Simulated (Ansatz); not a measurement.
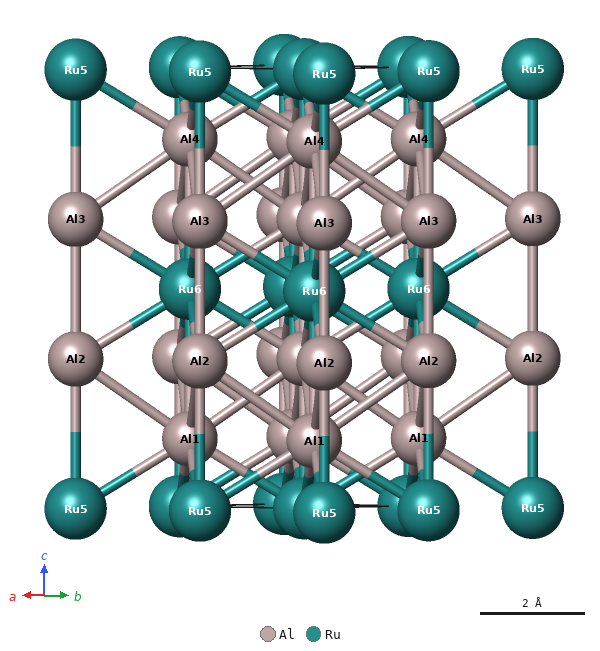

Reference structure: crystalline Al₂Ru (set up in I4/mmm). A ball-and-stick model of the cell of the calculation, repeated 2 × 2 × 1 with one cell outlined, seen from a free direction.

Computed with DFT r2SCAN, scalar-relativistic, plane waves, PAW (Ansatz 0.2.0). Set-up: plane-wave cutoff 500 eV; k-point mesh 12 × 12 × 4; occupations gaussian; smearing width 0.1 eV; no spin polarisation.

Change: Shear of c along a, +3.0 %, is applied. The cell is then held and the atoms relaxed.

Input
```yaml
crystal:
  lattice:
    - [3.1218205062, 0.0, 0.0]
    - [0.0, 3.1218205062, 0.0]
    - [0.2533495031, 0.0, 8.4449834362]
  atoms:
    - { symbol: Al, position: [0.5, 0.5, 0.1590940351] }
    - { symbol: Al, position: [0.0, 0.0, 0.3409059649] }
    - { symbol: Al, position: [0.0, 0.0, 0.6590940351] }
    - { symbol: Al, position: [0.5, 0.5, 0.8409059649] }
    - { symbol: Ru, position: [0.0, 0.0, 0.0] }
    - { symbol: Ru, position: [0.5, 0.5, 0.5] }
basis:
  ecutwfc: 500
kpoints:
  mp_grid: { grid: [12, 12, 4] }
hamiltonian:
  xc: r2scan
scf:
  occupations: { method: gaussian, width: 0.1 }
output:
  forces: true
  stress: true
  eigenvalues: true
relax:
  adjacent_minimum: "off"
  f_tol: 0.008
  max_steps: 40
```

Run as
```bash
ansatz run input.yaml --threads 1 --pin off --max-ram 2560MiB --backend cpu --events-out ev --progress --plain --runs-dir out
```

**Predict the response.**

The energy rises by 7.1 meV per atom. The pressure goes from 0.0 to 0.1 GPa. The principal stresses (compression positive) are 5.6 GPa along [3 0 −1], 0.2 GPa along b, −5.4 GPa along [3 0 1]. The drawn cell changes at constant volume: a = b unchanged at 3.122 Å, c 8.445 → 8.449 Å (0.0 %), β 90.0° → 88.3°. No atom moves by more than 0.005 Å relative to the cell. Near-neighbour distances before and after: Al–Al 2.689 → 2.664 to 2.716 Å, Al–Ru 2.584 → 2.559 to 2.609 Å. The space group (tolerance 0.01 Å) goes from I4/mmm (No. 139) to C2/m (No. 12).

Drawn alike, the variant:

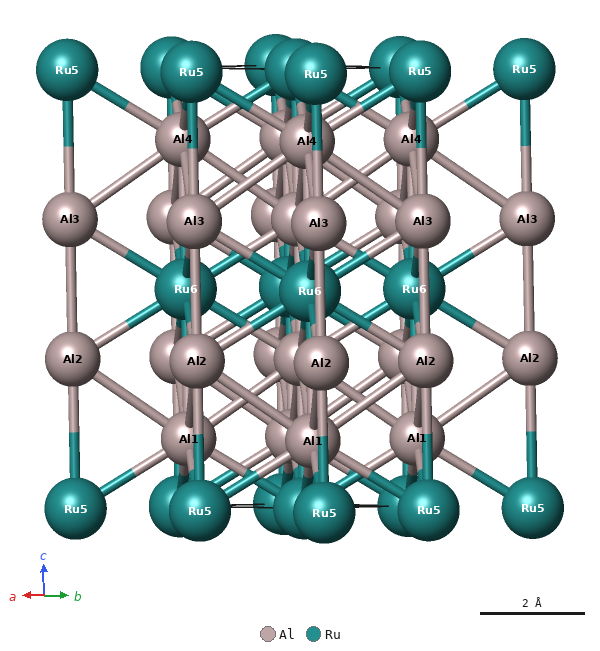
